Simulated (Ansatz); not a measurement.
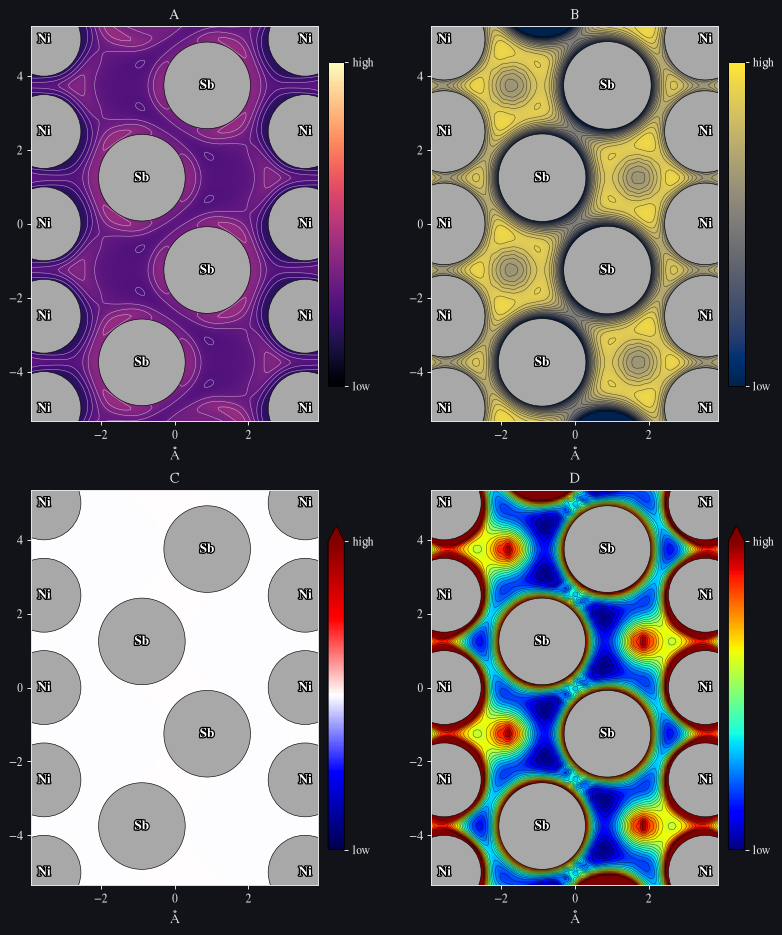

Ni2Sb: 4 fields on the (110) plane of the conventional cell, with unlabelled colour scales. Grey discs cover the atomic cores.

Space group Fd-3m; started from the cubic Laves (C15)_227 prototype, which need not be the ambient phase; spin-polarised.

Theory: Ansatz, DFT PBE, scalar-relativistic, plane waves, PAW.

Question: Which field does each panel show? The fields are: electron localisation function, electrostatic potential energy of an electron, spin density and valence pseudo-density.

Answer: Panel A: electron localisation function. Panel B: electrostatic potential energy of an electron (low next to the atoms, rising into the space between them). Panel C: spin density (confined to the magnetic sites and close to zero elsewhere). Panel D: valence pseudo-density. From the grid: Ni–Ni (2.50 Å): the density is about 0.32 e/Å³ at the midpoint; the ELF is about 0.25 at the midpoint; no localised pair shows between them. Ni–Sb (2.93 Å): ρ is about 0.23 e/Å³ halfway; the ELF is about 0.35 at the midpoint (no shared electron pair shows on this line).
